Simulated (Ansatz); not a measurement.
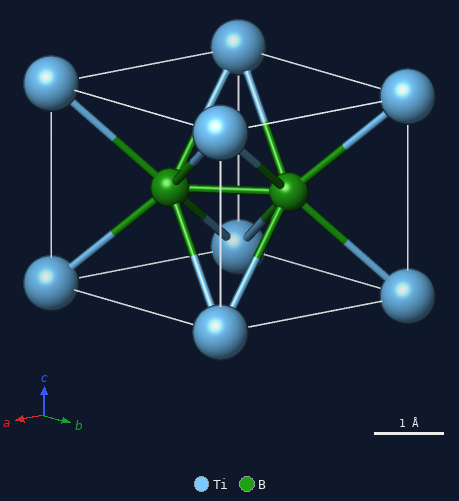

Lattice vibrations of a crystal of TiB2, at the zone centre. Style: ball-and-stick. Shown: the cell of the calculation, from a free direction.

These are results of DFT PBE, scalar-relativistic, plane waves, PAW in Ansatz 0.2.0, not measurements. Set-up: plane-wave cutoff 420 eV; k-point mesh 18 × 18 × 14; occupations fermi dirac; smearing width 0.15 eV; no spin polarisation.

The frequencies depend somewhat on the k-mesh and the smearing.

Which optical modes does it have, at what frequencies, and is it stable there?

The calculation's cell holds 3 atoms, so there are 6 optical modes, in 4 levels. The optical modes span E₁u + A₂u + B₁g + E₂g. No level is unstable.

```tsv
level	symmetry	frequency (cm⁻¹)	activity
1	E₁u	509	infrared-active
2	A₂u	510	infrared-active
3	B₁g	554	silent
4	E₂g	884	Raman-active
```

The crystal is a metal, so free carriers screen the infrared response.

The modes drawn as arrows (one member of each degenerate set):

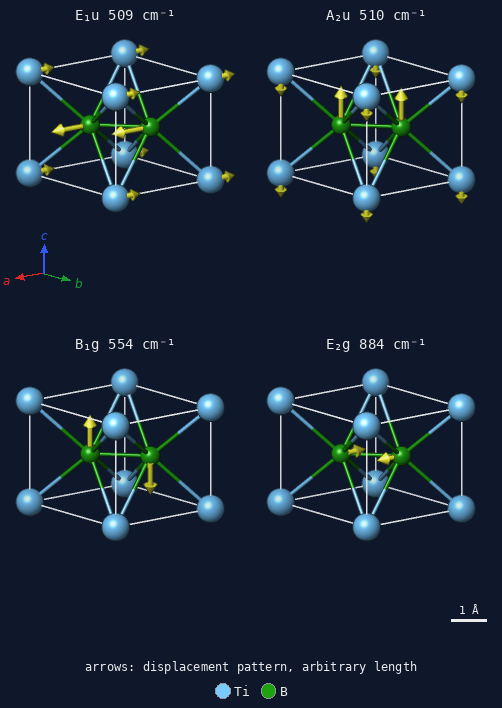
